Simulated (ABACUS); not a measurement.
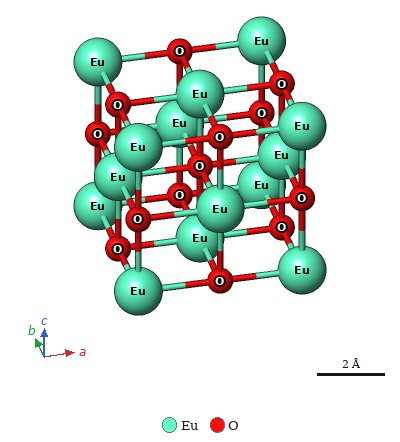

Fig. 1: The structure as given in the input (ball-and-stick view of the cell 4 times as large as that of the calculation, set on its symmetry axes, seen at an oblique angle). Near neighbours in the crystal (not all of them lie inside the picture): Eu has 6 O at 2.54 Å; O has 6 Eu at 2.54 Å.

# Single-point calculation at one volume of an equation of state, with input and output: EuO (part 1 of 2)

The run: single-point calculation at one volume of an equation of state of EuO (Fm-3m, 2 atoms in the cell). Method and program: Kohn-Sham DFT of a periodic cell, PBE, PseudoDojo NC SR 0.4.1 PBE standard, lanthanides 3+ (f in core), spin-polarised (ABACUS 3.10.1).

The structure derives from an entry of the Crystallography Open Database. It belongs to a series of runs on one base structure; here: volume scaled by 0.96.

**Input file**
```
INPUT_PARAMETERS
suffix              EuO
calculation         scf
basis_type          pw
pseudo_dir          ./
symmetry            1
dft_functional      pbe
ecutwfc             84
pseudo_rcut         10
nspin               2
nbands              13
ks_solver           dav
smearing_method     fd
smearing_sigma      0.00367493
scf_thr             1e-08
scf_nmax            100
mixing_type         broyden
mixing_beta         0.4
cal_force           1
cal_stress          1
kpar                4
```

**File STRU**
```
ATOMIC_SPECIES
Eu 151.9640 Eu.upf
O 15.9990 O.upf

LATTICE_CONSTANT
1.8897261246

LATTICE_VECTORS
0.0000000000 2.5371896578 2.5371896578
2.5371896578 0.0000000000 2.5371896578
2.5371896578 2.5371896578 0.0000000000

ATOMIC_POSITIONS
Direct

Eu
0.0
1
0.0000000000 0.0000000000 0.0000000000 1 1 1 mag 0

O
0.0
1
0.5000000000 0.5000000000 0.5000000000 1 1 1 mag 0
```

**File KPT**
```
K_POINTS
0
Gamma
9 9 9 0 0 0
```

Run on 4 threads of Intel Xeon Gold (Sapphire Rapids), 16 GiB of memory available, shared host.

Launched with:
```bash
OMP_NUM_THREADS=1 mpirun -np 4 abacus > log
```

**What the program printed**
```
ABACUS v3.10.1

               Atomic-orbital Based Ab-initio Computation at UStc

 ------------------------------------------------------------------------------------

 READING GENERAL INFORMATION
                           global_out_dir = OUT.EuO/
                           global_in_card = INPUT
                               pseudo_dir = ./
                              orbital_dir =
                                    DSIZE = 4
                                    GSIZE = 1

 READING UNITCELL INFORMATION
                                    ntype = 2
                  lattice constant (Bohr) = 1.88973
              lattice constant (Angstrom) = 1

 READING ATOM TYPE 1
                               atom label = Eu
                      L=0, number of zeta = 1
                      L=1, number of zeta = 1
                      L=2, number of zeta = 1
             number of atom for this type = 1
               magnetization of element 1 = 0

 READING ATOM TYPE 2
                               atom label = O
                      L=0, number of zeta = 1
                      L=1, number of zeta = 1
                      L=2, number of zeta = 1
             number of atom for this type = 1
               magnetization of element 2 = 0
          Autoset magnetism for this atom = 1
          Autoset magnetism for this atom = 1

                        TOTAL ATOM NUMBER = 2
DIRECT COORDINATES
    atom                   x                   y                   z     mag                  vx                  vy                  vz
taud_Eu1            0.0000000000        0.0000000000        0.0000000000  1.0000        0.0000000000        0.0000000000        0.0000000000
taud_O1            0.5000000000        0.5000000000        0.5000000000  1.0000        0.0000000000        0.0000000000        0.0000000000

                          Volume (Bohr^3) = 220.437
                             Volume (A^3) = 32.6654

 Lattice vectors: (Cartesian coordinate: in unit of a_0)
                   +0            +2.53719            +2.53719
             +2.53719                  +0            +2.53719
             +2.53719            +2.53719                  +0
 Reciprocal vectors: (Cartesian coordinate: in unit of 2 pi/a_0)
            -0.197068           +0.197068           +0.197068
            +0.197068           -0.197068           +0.197068
            +0.197068           +0.197068           -0.197068
 The esolver type has been set to : ksdft_pw

                PAO radial cut off (Bohr) = 10

 Read in pseudopotential file is Eu.upf
                     pseudopotential type = NC
          exchange-correlation functional = PBE
                 nonlocal core correction = 1
                        valence electrons = 11
                                     lmax = 3
                           number of zeta = 4
                     number of projectors = 7
                           L of projector = 0
                           L of projector = 0
                           L of projector = 1
                           L of projector = 1
                           L of projector = 2
                           L of projector = 2
                           L of projector = 3
                PAO radial cut off (Bohr) = 10

 Read in pseudopotential file is O.upf
                     pseudopotential type = NC
          exchange-correlation functional = PBE
                 nonlocal core correction = 1
                        valence electrons = 6
                                     lmax = 2
                           number of zeta = 2
                     number of projectors = 5
                           L of projector = 0
                           L of projector = 0
                           L of projector = 1
                           L of projector = 1
                           L of projector = 2
     initial pseudo atomic orbital number = 14
 The readin total magnetization is 2

 SETUP THE ELECTRONS NUMBER
            electron number of element Eu = 11
      total electron number of element Eu = 11
             electron number of element O = 6
       total electron number of element O = 6
            AUTOSET number of electrons:  = 17
                           occupied bands = 9
                                   NBANDS = 13
                                   NLOCAL = 18

%%%%%%%%%%%%%%%%%%%%%%%%%%%%%%%%%%%%%%%%%%%%%%%%%%%%%%%%%%%%%%%%%%%%%%%%%%%%%%%%%%%%%%%%%%%%%%%%%%%%%%%%%%
 Warning: the number of valence electrons in pseudopotential > 9 for Eu: [Xe] 4f7 6s2
 Pseudopotentials with additional electrons can yield (more) accurate outcomes, but may be less efficient.
 If you're confident that your chosen pseudopotential is appropriate, you can safely ignore this warning.
%%%%%%%%%%%%%%%%%%%%%%%%%%%%%%%%%%%%%%%%%%%%%%%%%%%%%%%%%%%%%%%%%%%%%%%%%%%%%%%%%%%%%%%%%%%%%%%%%%%%%%%%%%

 SETUP THE PLANE WAVE BASIS
 energy cutoff for charge/potential (unit:Ry) = 336
            fft grid for charge/potential = [ 40, 40, 40 ]
                        fft grid division = [ 1, 1, 1 ]
        big fft grid for charge/potential = [ 40, 40, 40 ]
                                     nbxx = 64000
                                     nrxx = 64000

 SETUP PLANE WAVES FOR CHARGE/POTENTIAL
                    number of plane waves = 22995
                         number of sticks = 1069

 PARALLEL PW FOR CHARGE/POTENTIAL
     PROC   COLUMNS(POT)             PW
        1           1069          22995
 --------------- sum -------------------
        1           1069          22995
                            number of |g| = 263
                                  max |g| = 30.2921
                                  min |g| = 0

----------- Double Check Mixing Parameters Begin ------------
mixing_type: broyden
mixing_beta: 0.4
mixing_gg0: 1
mixing_gg0_min: 0.1
mixing_beta_mag: 1.6
mixing_gg0_mag: 0
mixing_ndim: 8
----------- Double Check Mixing Parameters End ------------

 LATTICE VECTORS: (CARTESIAN COORDINATE: IN UNIT OF A0)
                   +0            +2.53719            +2.53719
             +2.53719                  +0            +2.53719
             +2.53719            +2.53719                  +0
                       right hand lattice = 1
                                   NORM_A = 3.58813
                                   NORM_B = 3.58813
                                   NORM_C = 3.58813
                           ALPHA (DEGREE) = 60
                           BETA  (DEGREE) = 60
                           GAMMA (DEGREE) = 60

 The lattice vectors have been changed (STRU_SIMPLE.cif)

(for optimal symmetric configuration:)
                             BRAVAIS TYPE = 3
                     BRAVAIS LATTICE NAME = 03. Cubic F (face-centered)
                                    ibrav = 3
                                    IBRAV = 3
                                  BRAVAIS = FACE CENTERED CUBIC
                       LATTICE CONSTANT A = 5.07438
Original cell was already a primitive cell.
                        ROTATION MATRICES = 48
              PURE POINT GROUP OPERATIONS = 48
                   SPACE GROUP OPERATIONS = 48
                              POINT GROUP = O_h
               POINT GROUP IN SPACE GROUP = O_h

 SETUP K-POINTS
                                    nspin = 2
                   Input type of k points = Monkhorst-Pack(Gamma)
                                   nkstot = 729
                       right hand lattice = 1
(for reciprocal lattice: )
                             BRAVAIS TYPE = 2
                     BRAVAIS LATTICE NAME = 02. Cubic I (body-centered)
                                    ibrav = 2
                       right hand lattice = 1
(for k-lattice: )
                             BRAVAIS TYPE = 2
                     BRAVAIS LATTICE NAME = 02. Cubic I (body-centered)
                                    ibrav = 2
                       right hand lattice = 1
                        ROTATION MATRICES = 48
                               nkstot_ibz = 35
K-POINTS REDUCTION ACCORDING TO SYMMETRY
     IBZ    DIRECT_X    DIRECT_Y    DIRECT_Z  WEIGHT  ibz2bz
       1  0.00000000  0.00000000  0.00000000  0.0014       0
       2  0.11111111  0.11111111  0.11111111  0.0110       1
       3  0.22222222  0.22222222  0.22222222  0.0110       2
       4  0.33333333  0.33333333  0.33333333  0.0110       3
       5  0.44444444  0.44444444  0.44444444  0.0110       4
       6  0.11111111  0.11111111  0.00000000  0.0082      10
       7  0.22222222  0.22222222  0.11111111  0.0329      11
       8  0.33333333  0.33333333  0.22222222  0.0329      12
       9  0.44444444  0.44444444  0.33333333  0.0329      13
      10 -0.44444444  0.44444444  0.44444444  0.0329      14
      11  0.44444444  0.33333333  0.33333333  0.0329      15
      12  0.22222222  0.22222222  0.33333333  0.0329      16
      13  0.22222222  0.11111111  0.11111111  0.0165      17
      14  0.22222222  0.22222222  0.00000000  0.0082      20
      15  0.33333333  0.11111111  0.33333333  0.0329      21
      16  0.44444444  0.44444444  0.22222222  0.0329      22
      17 -0.33333333  0.44444444  0.44444444  0.0329      23
      18 -0.44444444  0.33333333  0.33333333  0.0329      24
      19  0.44444444  0.22222222  0.22222222  0.0165      25
      20  0.33333333  0.33333333  0.00000000  0.0082      30
      21  0.44444444  0.44444444  0.11111111  0.0329      31
      22 -0.22222222  0.44444444  0.44444444  0.0329      32
      23 -0.33333333  0.33333333  0.33333333  0.0165      33
      24  0.44444444  0.44444444  0.00000000  0.0082      40
      25 -0.11111111  0.44444444  0.44444444  0.0165      41
      26  0.33333333  0.11111111  0.22222222  0.0329     102
      27  0.44444444  0.33333333  0.22222222  0.0658     103
      28 -0.44444444  0.44444444  0.33333333  0.0658     104
      29  0.44444444  0.33333333  0.11111111  0.0329     112
      30 -0.44444444  0.44444444  0.22222222  0.0658     113
[... 5 further k points ...]

                               nkstot now = 35
[... K-POINTS DIRECT COORDINATES: 35 rows ...]

           k-point number in this process = 9
       minimum distributed K point number = 8
[... stars of the k points ...]
                             nks(nspin=2) = 18
                          nkstot(nspin=2) = 70

[... K-POINTS CARTESIAN COORDINATES: 18 rows ...]

[... K-POINTS DIRECT COORDINATES: 18 rows ...]

 SETUP PLANE WAVES FOR WAVE FUNCTIONS
     energy cutoff for wavefunc (unit:Ry) = 84
              fft grid for wave functions = [ 40, 40, 40 ]
                    number of plane waves = 3383
                         number of sticks = 301

 PARALLEL PW FOR WAVE FUNCTIONS
     PROC   COLUMNS(POT)             PW
        1            301           3383
 --------------- sum -------------------
        1            301           3383

 SETUP NONLOCAL PSEUDOPOTENTIALS IN PLANE WAVE BASIS
 Eu non-local projectors:
 projector 1 L=0
 projector 2 L=0
 projector 3 L=1
 projector 4 L=1
 projector 5 L=2
 projector 6 L=2
 projector 7 L=3
 O non-local projectors:
 projector 1 L=0
 projector 2 L=0
 projector 3 L=1
 projector 4 L=1
 projector 5 L=2
      TOTAL NUMBER OF NONLOCAL PROJECTORS = 38

 Init Non-Local PseudoPotential table :
 Init Non-Local-Pseudopotential done.

                                     npwx = 2876

 Make real space PAO into reciprocal space.
       max mesh points in Pseudopotential = 1001
     dq(describe PAO in reciprocal space) = 0.01
                                    max q = 1104

 number of pseudo atomic orbitals for Eu is 4
WARNING: norm of atomic wavefunction # 3 of atomic type Eu is 0.999538, renormalized
WARNING: norm of atomic wavefunction # 4 of atomic type Eu is 0.998998, renormalized

 number of pseudo atomic orbitals for O is 2

 -------------------------------------------
 SELF-CONSISTENT
 -------------------------------------------
                                 init_chg = atomic

 PW ALGORITHM --------------- ION=   1  ELEC=   1--------------------------------
          total magnetism (Bohr mag/cell) = 0.276007
       absolute magnetism (Bohr mag/cell) = 0.307445
                        nelec for spin up = 8.638
                      nelec for spin down = 8.362

 Density error is 0.435693578586
                          Error Threshold = 0.01
----------------------------------------------------------
     Energy           Rydberg                 eV
----------------------------------------------------------
 E_KohnSham     -114.9358872635      -1563.7829714696
 E_Harris       -112.7359743743      -1533.8516210730
 E_Fermi        1.0233107472         13.9228569860
----------------------------------------------------------

 PW ALGORITHM --------------- ION=   1  ELEC=   2--------------------------------
          total magnetism (Bohr mag/cell) = -0.0187651881513
       absolute magnetism (Bohr mag/cell) = 0.0862816756007
                        nelec for spin up = 8.49061740592
                      nelec for spin down = 8.50938259408

 Density error is 0.0424861005282
                          Error Threshold = 0.00256290340345
----------------------------------------------------------
     Energy           Rydberg                 eV
----------------------------------------------------------
 E_KohnSham     -115.0423464880      -1565.2314235277
 E_Harris       -115.6801313854      -1573.9089322306
 E_Fermi        1.0361454422         14.0974819700
----------------------------------------------------------

 PW ALGORITHM --------------- ION=   1  ELEC=   3--------------------------------
          total magnetism (Bohr mag/cell) = 0.0264764982186
       absolute magnetism (Bohr mag/cell) = 0.0329744082636
                        nelec for spin up = 8.51323824911
                      nelec for spin down = 8.48676175089

 Density error is 0.00540849744155
                          Error Threshold = 0.000249918238401
```
